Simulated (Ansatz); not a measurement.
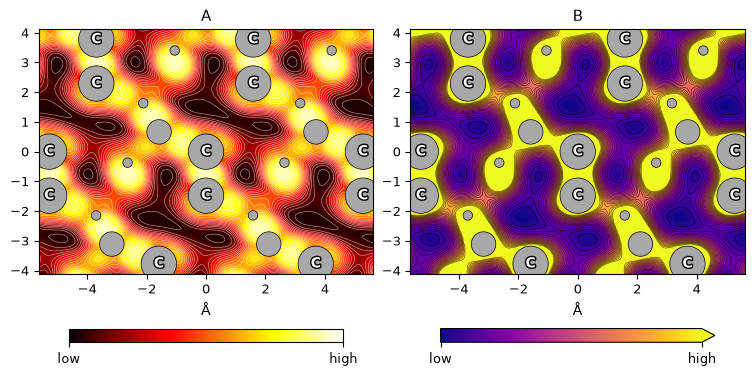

C: 2 fields on the (111) plane of the conventional cell, with unlabelled colour scales. Grey discs cover the atomic cores.

Space group P6₃/mmc; not relaxed (largest force 1.3 eV/Å); computed pressure about 17 GPa in this cell.

All numbers below come from DFT PBE, scalar-relativistic, plane waves, PAW in Ansatz.

```
CELL_PARAMETERS angstrom
2.36347 0.00000 0.00000
-1.18174 2.04683 0.00000
0.00000 0.00000 4.72064
ATOMIC_POSITIONS crystal
C 0.33333 0.66667 0.06273
C 0.66667 0.33333 0.56273
C 0.33333 0.66667 0.43727
C 0.66667 0.33333 0.93727
```

**The panels show electron localisation function and valence pseudo-density in some order. Assign them.**

Panel A: electron localisation function. Panel B: valence pseudo-density. From the grid: C–C (1.49 Å): ρ at the midpoint is about 1.8 e/Å³; the ELF peaks at about 0.95 between the atoms (localised, covalent bonding).
